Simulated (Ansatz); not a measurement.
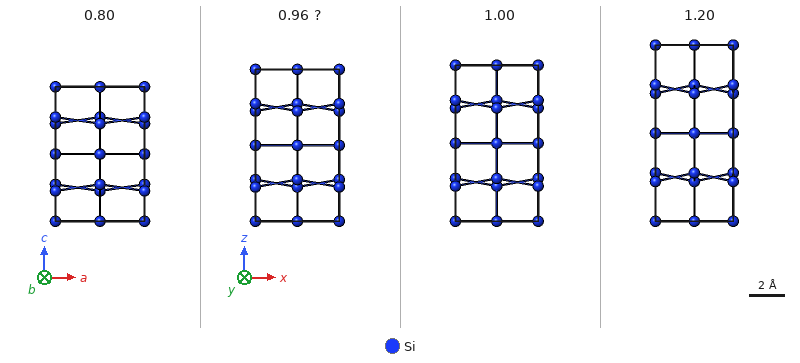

Solid Si (Fmmm): the ratio of the cell's length along z to its lengths across, counted as 1 for the reference, is changed at fixed volume (a c/a path), with the atoms kept at their fractional coordinates. x, y and z are the Cartesian axes of the input. Style: ball-and-stick. Shown: the conventional cell (4 times the calculation's cell), along the b axis. Lengths and directions refer to the drawn axes.

The calculation used DFT LDA, scalar-relativistic, plane waves, PAW in Ansatz 0.2.0. (plane-wave cutoff 420 eV; k-point mesh 16 × 16 × 16; occupations gaussian; smearing width 0.15 eV; no spin polarisation). Energies (free energies at the smearing named) are counted from the relaxed crystal.

```tsv
axial ratio over its reference value	E − E(ref) (meV/atom)
0.80	153.6
0.85	91.1
0.92	26.0
0.96	?
1.00	0.0
1.05	9.5
1.10	36.0
1.20	130.8
```

**Fill in the missing row.**

A straight line between the two neighbours gives 13.0 meV/atom. A cubic through the four nearest rows (0.85, 0.92, 1.00, 1.05) gives, with Lagrange weights, (−0.0686)(91.1) + (0.5440)(26.0) + (0.6600)(0.0) + (−0.1354)(9.5) = 6.6 meV/atom. The calculation gives 5.7 meV/atom, so the cubic is 0.9 meV/atom too high and the straight line 7.3 meV/atom too high, as the curve bends upwards here.

The whole profile:

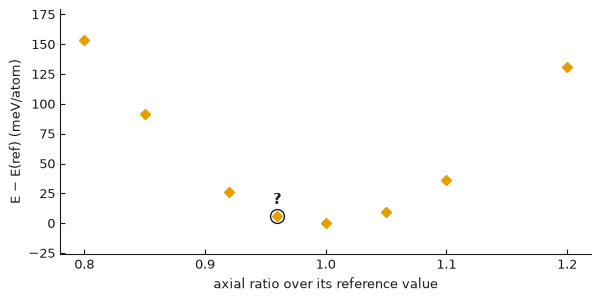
